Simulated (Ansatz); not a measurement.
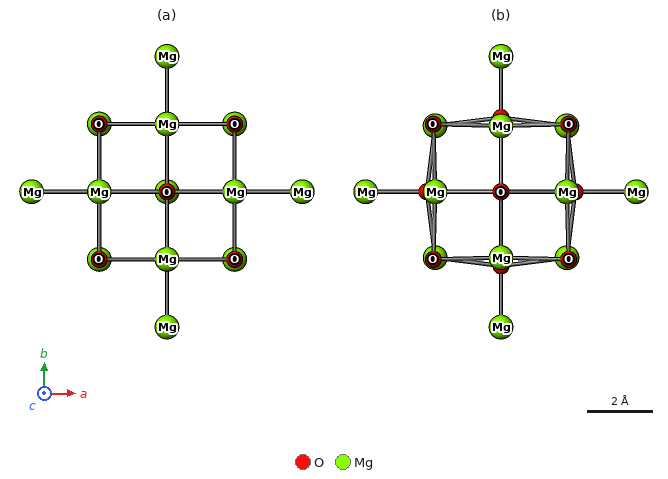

Left: perfect MgO. Right: the same region with one point defect, after relaxing the atoms in a supercell of 64 sites. A ball-and-stick model of the atoms within 4.6 Å of one point, in a slice 5.0 Å thick across the line of sight, seen along the c axis.

All numbers below come from DFT, PBEsol, PAW, plane waves in Ansatz 0.2.0. (plane-wave cutoff 420 eV; k-point mesh 1 × 1 × 1; mesh shifted by (0.25, 0.25, 0.25); no spin polarisation) Fermi-Dirac smearing of 0.01 eV. A uniform background neutralises the charged cell. The axes drawn are those of the host's conventional cell.

Which defect is it?

A magnesium atom is replaced by oxygen.

The charge state of the cell is −2.

What does the relaxation do around it?

In the host the Mg atom has 6 O at 2.11 Å; the O atom ends with 6 O at 2.31 Å. Of the host's atoms, an oxygen atom moves furthest from its site, by 0.20 Å.

Limits of the set-up: the periodic images lie only 8.4 Å apart, so the values are limited by the cell's size; the cell is charged, on a uniform background, and energies carry no finite-size correction.
